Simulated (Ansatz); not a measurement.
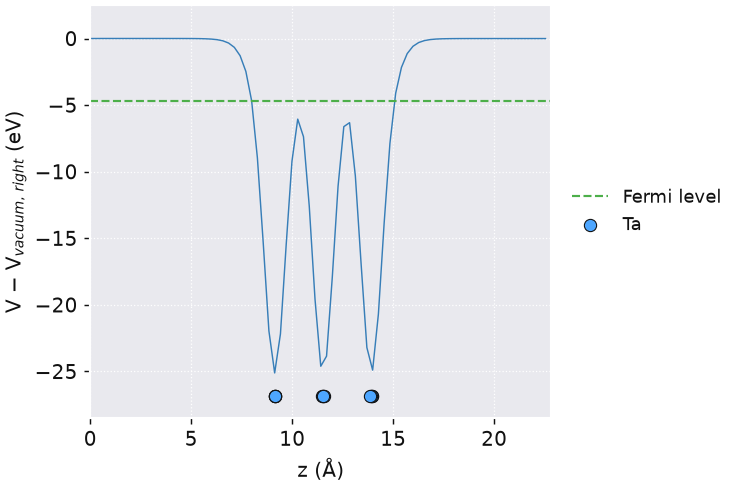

Plane-averaged electrostatic potential energy of an electron across the slab; circles at the bottom mark the heights of the atoms.

Structure: a (111) slab cut from Ta (Fm-3m), 12 atoms in the cell, the slab at its places in the relaxed adsorbed structure; a = 5.91 Å, b = 5.91 Å, c = 22.83 Å, α = 90.00°, β = 90.00°, γ = 120.00°.

Computed with Ansatz 0.2.0: DFT PBE+D3(BJ), scalar-relativistic, plane waves, PAW, no spin polarisation, 4×4×1 k mesh, 420 eV cutoff, Gaussian smearing of 0.1 eV.

What is the work function?

Answer. The work function is 4.71 eV, the same on both faces. The two vacuum levels agree, so the slab has no net dipole along its normal.

How thick are slab and vacuum?

Answer. The outermost atoms are 4.8 Å apart, which leaves 18.0 Å of vacuum in a cell 22.8 Å high.

The atoms aren't at rest in this cell (largest force 1.0 eV/Å), so the relaxed material can differ. Spin-orbit coupling is left out, which matters for Ta.
